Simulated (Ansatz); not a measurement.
# HfO2: geometry relaxation (part 1 of 2)

System: HfO2 (3 atoms in the cell).
Method: DFT PBE, scalar-relativistic, plane waves, PAW, no spin polarisation (Ansatz 0.2.0).

The structure derives from an entry of the Crystallography Open Database.

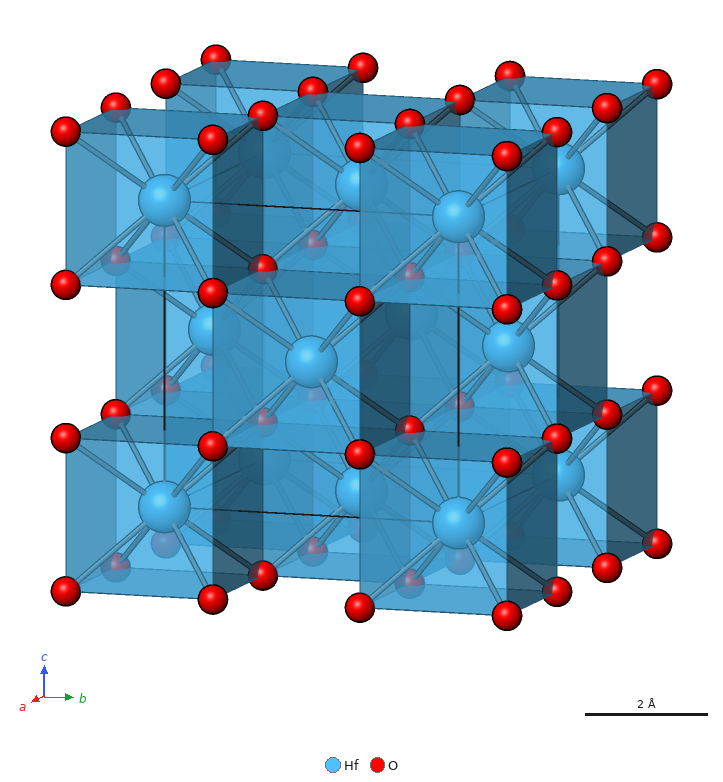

*The structure as given in the input (polyhedral view of the cell 4 times as large as that of the calculation, set on its symmetry axes, seen slightly off an axis; polyhedra are completed across the faces of the cell). An atom can appear more than once, as a periodic image.*

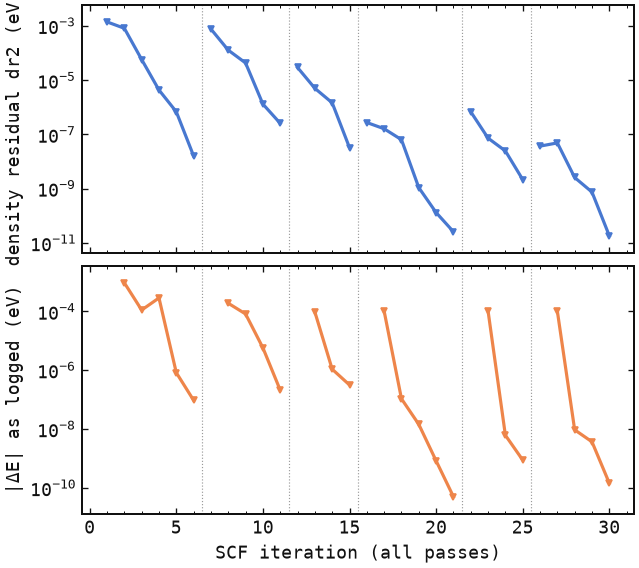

*Convergence of the self-consistent field: density residual dr2 and size of the energy change against the SCF iteration. The dotted lines part the SCF passes of the relaxation: geometry steps, rejected trials and re-solves on a re-selected basis.*

The 6 passes take 4 to 6 iterations each, 30 in all.

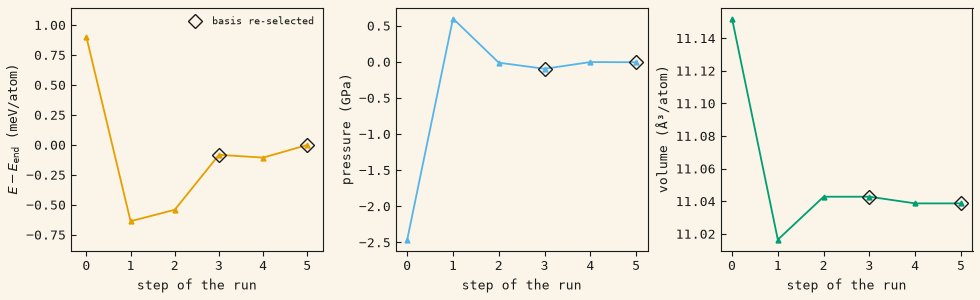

*Progress of the relaxation, step by step (the first geometry is step 0 here and step 1 in the log).*

No atom moves by more than 0.005 Å relative to the cell. The volume changes by −1.0 %, with a = b = c 5.115 → 5.098 Å (−0.3 %). Distances before and after: Hf1–O2 2.215 → 2.207 Å. The space group stays Fm-3m (No. 225). Over 3 geometry steps the energy falls by 1.0 meV per atom. All forces vanish by symmetry, so only the cell relaxes. Pressure: −2.46 GPa at the start and 0.00 GPa at the end. The basis was re-selected once at an unchanged geometry, which shifts the energy a little without any move. The energy change given includes the shifts at the re-selections in mid-walk, which come without any move. A last SCF at the same geometry on a re-selected plane-wave basis shifts the energy by +0.1 meV per atom. (Atoms are counted from 1 in the order of the input.)

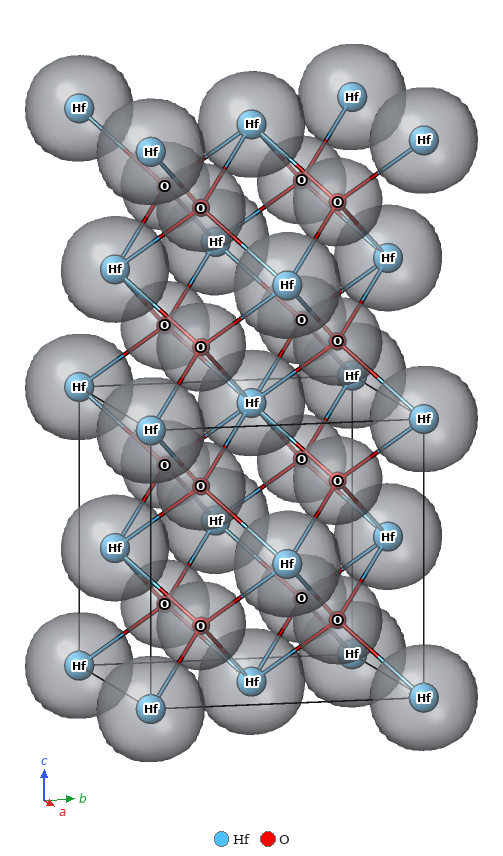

*Isosurface of the valence charge density (pseudo) at 0.8 e/Å³ (grey), seen slightly off an axis. Sticks mark near contacts. The outline is the cell set on symmetry axes.*

At this value the density breaks into separate islands; it holds about 85 % of the electrons treated as valence (semicore included). It is pinched off along the Hf–O (2.21 Å) contacts. On the grid the lowest density along these lines, outside the cores, is 0.53 e/Å³ (Hf–O, 2.21 Å). The fields are those of the smooth PAW valence density.

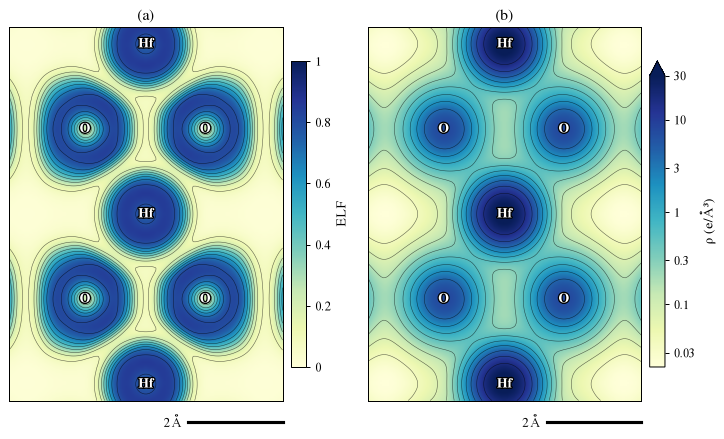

*(a) electron localisation function; (b) valence charge density (pseudo) on the (101) plane of the conventional cell.*

Atoms in the plane: Hf and O. Hf–O (2.21 Å): ρ is about 0.56 e/Å³ halfway; the ELF peaks at about 0.85 in the valence shell of O, 0.6 Å from its nucleus, and drops to about 0.15 between the two atoms. Away from the nuclei the density in this plane falls to 0.02 e/Å³ at its lowest. The strong features right at Hf lie inside the PAW spheres (semicore, d or f shells) and say nothing about bonding.

These pictures come from the run below.

### Input
```yaml
crystal:
  lattice:
    - [0.0, 2.5575, 2.5575]
    - [2.5575, 0.0, 2.5575]
    - [2.5575, 2.5575, 0.0]
  atoms:
    - { symbol: Hf, position: [0.0, 0.0, 0.0] }
    - { symbol: O, position: [0.25, 0.25, 0.25] }
    - { symbol: O, position: [0.75, 0.75, 0.75] }
basis:
  ecutwfc: 420
kpoints:
  mp_grid: { grid: [8, 8, 8] }
hamiltonian:
  xc: pbe
scf:
  occupations: { method: gaussian, width: 0.02 }
output:
  forces: true
  stress: true
  eigenvalues: true
  write_density: true
  write_potential: true
  elf: true
  volumetric_format: npy
relax:
  adjacent_minimum: "off"
  f_tol: 0.005
  max_steps: 80
  cell: { stress_tol: 0.05 }
```

Launched with:
```bash
ansatz run input.yaml --threads 8 --pin off --max-ram 20480MiB --backend cpu --events-out ev --progress --plain --runs-dir out
```

### Log
```
Engine: ansatz 0.2.0, aarch64-unknown-linux-gnu
Pseudopotentials: kind: paw
Pseudopotential: Hf, paw, valence charge 26, recommended cutoff 420 eV (normal), Hf.paw.azcp
Pseudopotential: O, paw, valence charge 6, recommended cutoff 420 eV (normal), O.paw.azcp
Functional definition: PBE
  parameter kappa = 0.804
  parameter beta = 0.06672455060314922
  exchange = pbe_x(kappa = kappa, mu = beta*pi^2/3)
  correlation = pbe_c(beta = beta)
Crystal: 3 atoms, lattice volume = 33.456 Å³
Basis set: ecut = 420 eV, 645 PW (Γ), exchange–correlation on 50×50×50 points (8 copies of the dense FFT grid, shifted against one another)
Bands: 23, of which v1, the nominal top of the filled ones, is band 19 counted from 1 (18 counted from 0)
Symmetry: 48 space group operations
Space group: Fm-3m (ITA 225), of the structure as read, at distance tolerance 3.2e-5 Å
k-points: 29 of 512
Non-local potential: Hf, projectors of the file, l = 0: 3, l = 1: 2, l = 2: 2, l = 3: 3
Non-local potential: O, projectors of the file, l = 0: 2, l = 1: 2, l = 2: 1
PAW form: soft (Blöchl's): semilocal exchange-correlation on the pseudo side does not see the compensation charge
PAW one-centre angular grid: Hf, 590 points (default); XC on 64 Gauss nodes
PAW one-centre angular grid: O, 110 points (default); XC on 64 Gauss nodes
Initial density: superposition of atomic densities (neutral atoms: chi_scale 0, normalization atom), corrected by the library's trained network
Initial wavefunctions: pseudopotential atomic-orbital guess
Functional: x = pbe(κ = 0.804, μ = 0.2195149727645171), c = pbe(β = 0.06672455060314922)
SCF iter   1: F=—  HF=-16861.406323 eV  |F-HF|=—  |Δ(HF+E_count)|=         —  Δρ=2.41e-3  dr2=1.40e-3  ethr=1.77e-3  ⟨swp⟩=4.9  Hψ=2468  notcnv=0
preconditioner: auto → none  [insulator: Δε(μ)=3.739 eV  Ē_g=18.148 eV  σ=0.020 eV  W_gap=1.00  n_scr=14 (ndim 8)  ℏωp=38.5 eV  f_vac=0.066  D(μ)=0.00/eV (n_scr^D=0)  ε∞_Penn≈5.5]
SCF iter   2: F=—  HF=-16861.407248 eV  |F-HF|=—  |Δ(HF+E_count)|=   9.25e-4  Δρ=1.83e-3  dr2=8.14e-4  ethr=3.69e-6  ⟨swp⟩=2.0  Hψ=1498  notcnv=0
SCF iter   3: F=—  HF=-16861.407138 eV  |F-HF|=—  |Δ(HF+E_count)|=   1.10e-4  Δρ=6.76e-4  dr2=5.74e-5  ethr=2.14e-6  ⟨swp⟩=2.0  Hψ=988  notcnv=0
SCF iter   4: F=—  HF=-16861.407421 eV  |F-HF|=—  |Δ(HF+E_count)|=   2.83e-4  Δρ=1.23e-4  dr2=4.30e-6  ethr=1.51e-7  ⟨swp⟩=2.0  Hψ=1233  notcnv=0
SCF iter   5: F=—  HF=-16861.407421 eV  |F-HF|=—  |Δ(HF+E_count)|=   8.22e-7  Δρ=5.54e-5  dr2=6.77e-7  ethr=1.13e-8  ⟨swp⟩=2.1  Hψ=863  notcnv=0
SCF iter   6: F=-16861.407420 eV  HF=-16861.407420 eV  |F-HF|=6.34e-8  |Δ(HF+E_count)|=   9.49e-8  Δρ=9.68e-6  dr2=1.59e-8  ethr=2.63e-10  ⟨swp⟩=6.2  Hψ=4689  notcnv=0
SCF 1 converged in 6 iterations: F = -16861.407420 eV  dr2 = 1.59e-8
  greatest PAW one-centre occupation: 0.999 electrons in one spin orbital (limit 2), on the Hf atom at site 0 (counted from 0), in its partial waves of l = 3
relax step   1: F+E_penalty+E_count = -16861.40742041 eV  Δ(F+E_penalty+E_count) = +0.000e0 eV  max|allowed force component| = 1.156e-18 eV/Å  Δτ_max = 0.0000 Å  P = -2.461 GPa  Ω = 33.456 Å³  (6 SCF iters, dr2 threshold 1.00e-7 eV, accepted)
Crystal: 3 atoms, lattice volume = 33.049 Å³
Initial density: handed on by an earlier stage of this run
Initial wavefunctions: those handed on with the density
iter 1 solved again at ethr=2.50e-6 eV; its pass at ethr=3.10e-3 eV (dr2=9.49e-4 eV) is discarded
SCF iter   1: F=—  HF=-16861.412144 eV  |F-HF|=—  |Δ(HF+E_count)|=         —  Δρ=1.64e-3  dr2=7.63e-4  ethr=2.50e-6  ⟨swp⟩=2.0  Hψ=3498  notcnv=0
preconditioner: auto → none  [insulator: Δε(μ)=3.755 eV  Ē_g=18.220 eV  σ=0.020 eV  W_gap=1.00  n_scr=14 (ndim 8)  ℏωp=38.8 eV  f_vac=0.067  D(μ)=0.00/eV (n_scr^D=0)  ε∞_Penn≈5.5]
SCF iter   2: F=—  HF=-16861.411957 eV  |F-HF|=—  |Δ(HF+E_count)|=   1.87e-4  Δρ=6.31e-4  dr2=1.27e-4  ethr=2.01e-6  ⟨swp⟩=2.0  Hψ=1123  notcnv=0
SCF iter   3: F=—  HF=-16861.412038 eV  |F-HF|=—  |Δ(HF+E_count)|=   8.09e-5  Δρ=3.86e-4  dr2=4.28e-5  ethr=3.33e-7  ⟨swp⟩=2.0  Hψ=1044  notcnv=0
SCF iter   4: F=—  HF=-16861.412032 eV  |F-HF|=—  |Δ(HF+E_count)|=   5.74e-6  Δρ=9.01e-5  dr2=1.30e-6  ethr=1.13e-7  ⟨swp⟩=2.0  Hψ=1102  notcnv=0
SCF iter   5: F=-16861.412033 eV  HF=-16861.412032 eV  |F-HF|=2.32e-7  |Δ(HF+E_count)|=   2.10e-7  Δρ=4.02e-5  dr2=2.54e-7  ethr=7.89e-10  ⟨swp⟩=9.7  Hψ=5536  notcnv=0
SCF 2 converged in 5 iterations: F = -16861.412033 eV  dr2 = 2.54e-7
  Residual-converged pass: ⟨swp⟩=1.0  Hψ=783  notcnv=0  max |occ|·‖R‖ = 7.0e-9 eV (tolerance 1.0e-8 eV)  dr2=2.54e-7  dr2_onsite=1.06e-8  max |Δocc| = 0.0e0
relax step   2: F+E_penalty+E_count = -16861.41203269 eV  Δ(F+E_penalty+E_count) = -4.612e-3 eV  max|allowed force component| = 2.602e-17 eV/Å  Δτ_max = 0.0000 Å  P = +0.601 GPa  Ω = 33.049 Å³  energy of the carried Pulay correction = +2.210e-3 eV  (5 SCF iters, dr2 threshold 3.00e-7 eV, accepted)
Crystal: 3 atoms, lattice volume = 33.128 Å³
iter 1 solved again at ethr=9.58e-8 eV; its pass at ethr=3.10e-3 eV (dr2=3.64e-5 eV) is discarded
SCF iter   1: F=—  HF=-16861.411653 eV  |F-HF|=—  |Δ(HF+E_count)|=         —  Δρ=3.32e-4  dr2=2.91e-5  ethr=9.58e-8  ⟨swp⟩=2.0  Hψ=3428  notcnv=0
preconditioner: auto → none  [insulator: Δε(μ)=3.744 eV  Ē_g=18.200 eV  σ=0.020 eV  W_gap=1.00  n_scr=14 (ndim 8)  ℏωp=38.7 eV  f_vac=0.071  D(μ)=0.00/eV (n_scr^D=0)  ε∞_Penn≈5.5]
SCF iter   2: F=—  HF=-16861.411748 eV  |F-HF|=—  |Δ(HF+E_count)|=   9.44e-5  Δρ=1.18e-4  dr2=4.97e-6  ethr=7.66e-8  ⟨swp⟩=2.0  Hψ=1102  notcnv=0
SCF iter   3: F=—  HF=-16861.411747 eV  |F-HF|=—  |Δ(HF+E_count)|=   1.08e-6  Δρ=7.37e-5  dr2=1.45e-6  ethr=1.31e-8  ⟨swp⟩=2.0  Hψ=1055  notcnv=0
SCF iter   4: F=-16861.411746 eV  HF=-16861.411746 eV  |F-HF|=2.20e-8  |Δ(HF+E_count)|=   3.15e-7  Δρ=1.36e-5  dr2=3.22e-8  ethr=7.89e-10  ⟨swp⟩=6.2  Hψ=4633  notcnv=0
SCF 3 converged in 4 iterations: F = -16861.411746 eV  dr2 = 3.22e-8
relax step   3: F+E_penalty+E_count = -16861.41174641 eV  Δ(F+E_penalty+E_count) = +2.863e-4 eV  max|allowed force component| = 2.024e-17 eV/Å  Δτ_max = 0.0000 Å  P = -0.011 GPa  Ω = 33.128 Å³  energy of the carried Pulay correction = +1.778e-3 eV  (4 SCF iters, dr2 threshold 3.00e-7 eV, accepted)
Initial wavefunctions: pseudopotential atomic-orbital guess (no wavefunctions were taken with the density)
iter 1 solved again at ethr=3.12e-8 eV; its pass at ethr=3.10e-3 eV (dr2=1.19e-5 eV) is discarded
```
